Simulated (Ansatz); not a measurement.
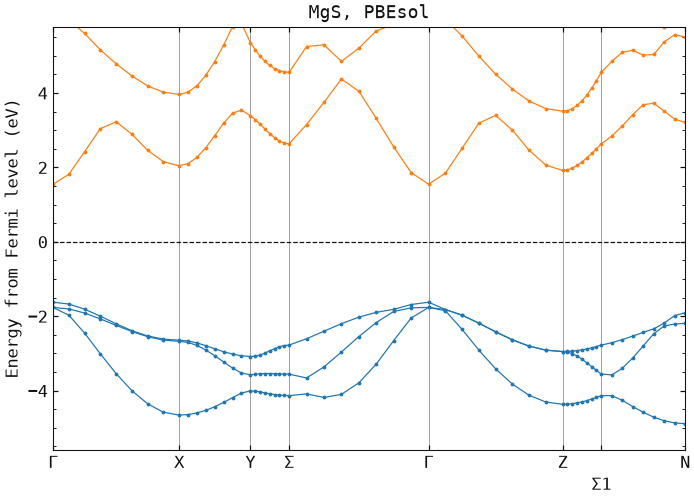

Band structure. Energies are counted from the Fermi level. The path runs straight from each named point to the next.

### What lattice type does the k path imply?

A body-centred tetragonal lattice: the path Γ–X–Y–Σ–Γ–Z–Σ1–N runs through the special points of its Brillouin zone.

Input of the run:

```yaml
crystal:
  lattice:
    - [0.0, 2.8915410395, 2.7197952449]
    - [2.8915410395, 0.0, 2.7197952449]
    - [2.8915410395, 2.8915410395, 0.0]
  atoms:
    - { symbol: S, position: [0.25, 0.25, 0.25] }
    - { symbol: Mg, position: [0.0, 0.0, 0.0] }
kpoints:
  mp_grid: { grid: [8, 8, 8] }
  band_path:
    path:
      - [0.0, 0.0, 0.0]
      - [0.0, 0.5, 0.5]
      - [0.2825701678, 0.5, 0.7825701678]
      - [0.3912850839, 0.3912850839, 0.7825701678]
      - [0.0, 0.0, 0.0]
      - [-0.5, -0.5, 0.0]
      - [-0.3912850839, -0.3912850839, 0.2174298322]
      - [0.0, 0.0, 0.5]
    npoints: 8
scf:
  occupations: { method: fermi_dirac, width: 0.05 }
hamiltonian:
  xc: pbesol
  pseudopotentials: { kind: all_electron, lapw: { basis_error: 0.001 } }
output:
  forces: true
  stress: true
  eigenvalues: true
```

System: tetragonally strained zincblende MgS, space group I-4m2, 2 atoms in the primitive cell, strain z fixed volume of −0.04.

Method: PBEsol, all-electron LAPW, no spin polarisation, no spin-orbit coupling, 8×8×8 k mesh, Fermi-Dirac smearing of 0.05 eV (Ansatz).

### What does the band structure say about the gap?

The bands leave a gap. The gap along this path is 3.17 eV and direct: both edges lie at Γ.

### What are the direct gaps at X, Y and Σ1?

The direct gaps are 4.69 eV at X, 6.47 eV at Y and 5.41 eV at Σ1.

### How much do the top valence band and the lowest conduction band disperse along the path?

The top valence band spans 1.5 eV and the lowest conduction band 2.8 eV.

### How many bands meet at the valence-band top?

The top valence level at Γ is a single band, not degenerate (spin aside). The next level lies only 0.14 eV lower.

LDA, GGA and most meta-GGA functionals understate gaps. The cell comes from a database of computed structures, and whether it is the stable form of this composition wasn't checked. In reduced coordinates of the cell that was run, X is (0, 0.5, 0.5), Y is (0.283, 0.5, 0.783), Σ is (0.391, 0.391, 0.783), Z is (−0.5, −0.5, 0), Σ1 is (−0.391, −0.391, 0.217) and N is (0, 0, 0.5).
